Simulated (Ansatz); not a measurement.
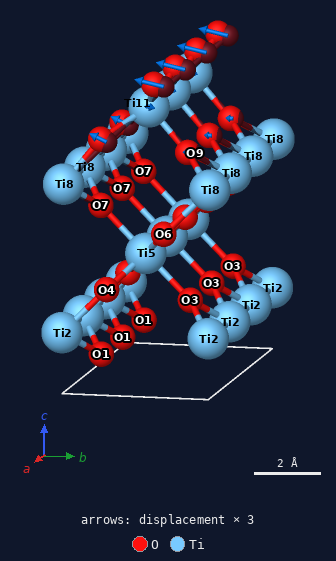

A constrained relaxation of a slab of composition TiO2 (cut from the P4_2/mnm phase). The starting structure is drawn faded, the final one solid; blue arrows show the displacements, 3 times their true length.

Style: ball-and-stick. Shown: the 3 × 1 repeat of the cell, outlined in the plane, without the vacuum, slightly off an axis.

Case: clean slab, lower half held. The slab is the (1 0 0) face of TiO2. 6 atoms are held fixed.

Computed with DFT PBEsol, scalar-relativistic, plane waves, PAW in Ansatz 0.2.0. (plane-wave cutoff 420 eV; k-point mesh 9 × 6 × 1; occupations gaussian; smearing width 0.05 eV; no spin polarisation; dipole correction; atoms relaxed in a fixed cell; force threshold 0.03 eV/Å; at most 70 steps)

Question: Atoms of which element are displaced furthest, and by how much?

Answer: Oxygen: up to 0.32 Å, against 0.10 Å for titanium.

Question: What happened in the run?

Answer: The largest move is that of an O atom, 0.32 Å at 78° to the normal (+c side). By element the largest moves are O 0.32 Å, Ti 0.10 Å. The cell doesn't change. Some distances before and after: O–Ti 1.977 → 1.832 Å, O–Ti 1.977 → 1.857 Å, O–Ti 1.942 → 1.834 Å, O–Ti 1.942 → 2.046 Å. Bond angles that change, for instance: Ti–O–Ti 98.3° → 106.5°, Ti–O–Ti 98.3° → 91.8°, Ti–O–Ti 98.3° → 95.0°. After 6 accepted moves (7 points after the start) the energy has fallen by 0.669 eV per cell of the calculation. Largest force component: 3.8 eV/Å at the start, 0.0079 eV/Å at the end. 1 step only repeated the SCF at the same geometry.
